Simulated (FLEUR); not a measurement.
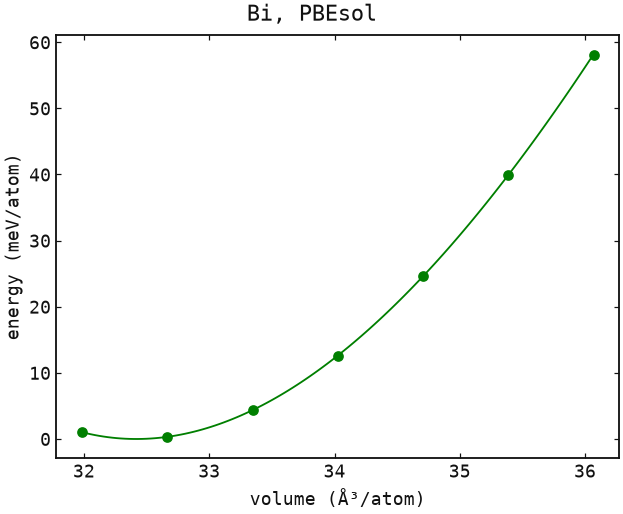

The plot gives the computed energy against volume for Bi, space group C2/m (No. 12).

Structure:
```yaml
crystal:
  lattice:
    - [3.48860, -3.13258, 0.00000]
    - [3.48860, 3.13258, 0.00000]
    - [-1.26023, 0.00000, 3.11355]
  atoms:
    - { symbol: Bi, position: [0.75306, 0.75306, 0.85738] }
    - { symbol: Bi, position: [0.24694, 0.24694, 0.14262] }
```

Calculation (FLEUR MaX-R8.1 (later development tree)): all-electron LAPW DFT, no spin polarisation; energies at scaled volumes of the given cell, shape and fractions fixed, counted from the fit's minimum, third-order Birch-Murnaghan fit. Level: PBEsol.

k mesh 6×6×9; occupations Fermi–Dirac; smearing width 0.05 eV; potentials all electron; program settings basis FLAPW, kmax 4.1 1/bohr.

> Give the fitted equation-of-state parameters.

A third-order Birch–Murnaghan fit gives V0 = 32.42 Å³/atom, B0 = 55.5 GPa and B′ = 4.7.

Keep in mind: spin-orbit coupling left out, heavy elements; shape and atomic fractions are frozen while scaling, which makes layered, chain and framework solids too stiff.
